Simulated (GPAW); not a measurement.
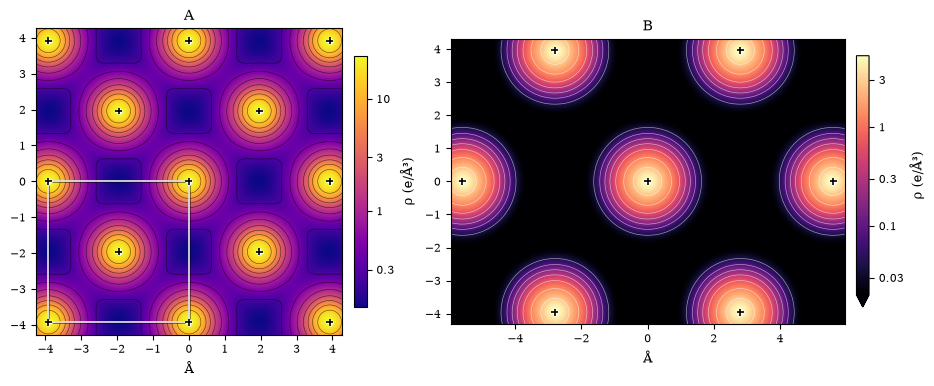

The valence electron density of 2 systems, each on a plane through atoms (crosses mark nuclei in the plane).

All numbers below come from Kohn-Sham DFT of a periodic cell, PBEsol, PAW data sets made by gpaw-setup for the functional (GPAW).

System 1: Rb, the (110) plane of the conventional cell. Space group Im-3m.

```yaml
crystal:
  lattice:
    - [5.60500, 0.00000, 0.00000]
    - [0.00000, 5.60500, 0.00000]
    - [0.00000, 0.00000, 5.60500]
  atoms:
    - { symbol: Rb, position: [0.00000, 0.00000, 0.00000] }
    - { symbol: Rb, position: [0.50000, 0.50000, 0.50000] }
```

System 2: Pt, the (100) plane of the conventional cell. Space group Fm-3m.

### Which map belongs to which system?

Panel A is system 2, Pt: the plane holds Pt. Pt–Pt (2.77 Å): ρ is about 0.38 e/Å³ halfway. Panel B is system 1, Rb: the plane holds Rb. Rb–Rb (4.85 Å): ρ is about 0.01 e/Å³ halfway.
